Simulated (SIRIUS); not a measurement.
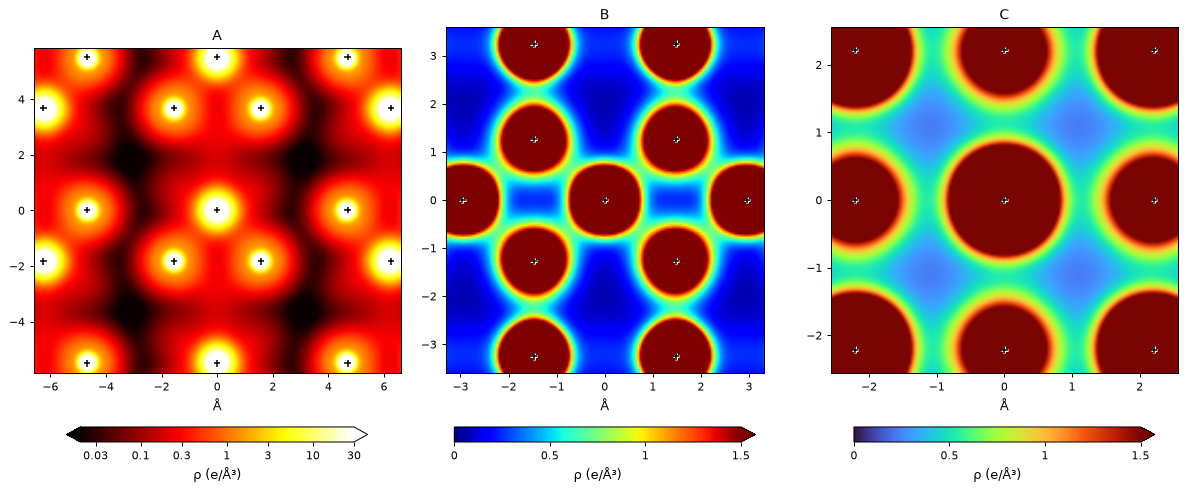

The total electron density of 3 systems, each on a plane through atoms (crosses mark nuclei in the plane).

These are results of Kohn-Sham DFT of a periodic cell, PBEsol, all-electron FP-LAPW (SIRIUS), not measurements.

System 1: TiO2, the (110) plane of the conventional cell. Space group P4₂/mnm; a structure from a database of computed crystals, not necessarily the ambient phase.

```xyz
6
Lattice="4.5998 0.0000 0.0000 0.0000 4.5998 0.0000 0.0000 0.0000 2.9592" Properties=species:S:1:pos:R:3 pbc="T T T"
Ti    0.0000    0.0000    1.4796
Ti    2.2999    2.2999    0.0000
O     1.3998    1.3998    1.4796
O     0.9001    3.6997    0.0000
O     3.6997    0.9001    0.0000
O     3.2000    3.2000    1.4796
```

System 2: TaN, the (010) plane of the conventional cell. Space group Fm-3m; a structure from a database of computed crystals, not necessarily the ambient phase.

```
Ta N
1.0
     4.42265    0.00000    0.00000
     0.00000    4.42265    0.00000
     0.00000    0.00000    4.42265
Ta N
4 4
Direct
  0.50000 0.00000 0.00000
  0.00000 0.50000 0.00000
  0.00000 0.00000 0.50000
  0.50000 0.50000 0.50000
  0.00000 0.00000 0.00000
  0.50000 0.50000 0.00000
  0.50000 0.00000 0.50000
  0.00000 0.50000 0.50000
```

System 3: WS2, the (110) plane of the conventional cell. Space group P6₃/mmc.

```cif
data_structure
_symmetry_space_group_name_H-M 'P 1'
_symmetry_Int_Tables_number 1
_cell_length_a 3.1800
_cell_length_b 3.1800
_cell_length_c 12.5000
_cell_angle_alpha 90.000
_cell_angle_beta 90.000
_cell_angle_gamma 120.000
_cell_volume 109.47
loop_
_atom_site_label
_atom_site_type_symbol
_atom_site_fract_x
_atom_site_fract_y
_atom_site_fract_z
_atom_site_occupancy
W1 W 0.66667 0.33333 0.75000 1
W2 W 0.33333 0.66667 0.25000 1
S1 S 0.66667 0.33333 0.37500 1
S2 S 0.33333 0.66667 0.87500 1
S3 S 0.66667 0.33333 0.12500 1
S4 S 0.33333 0.66667 0.62500 1
```

Which map belongs to which system?

Answer. Panel A is system 3, WS2: the plane holds W and S. W–S (2.41 Å): ρ is about 0.63 e/Å³ halfway. Panel B is system 1, TiO2: the plane holds Ti and O. Ti–O (1.95 Å): ρ is about 0.73 e/Å³ halfway. Panel C is system 2, TaN: the plane holds Ta and N. Ta–N (2.21 Å): ρ is about 0.55 e/Å³ halfway.
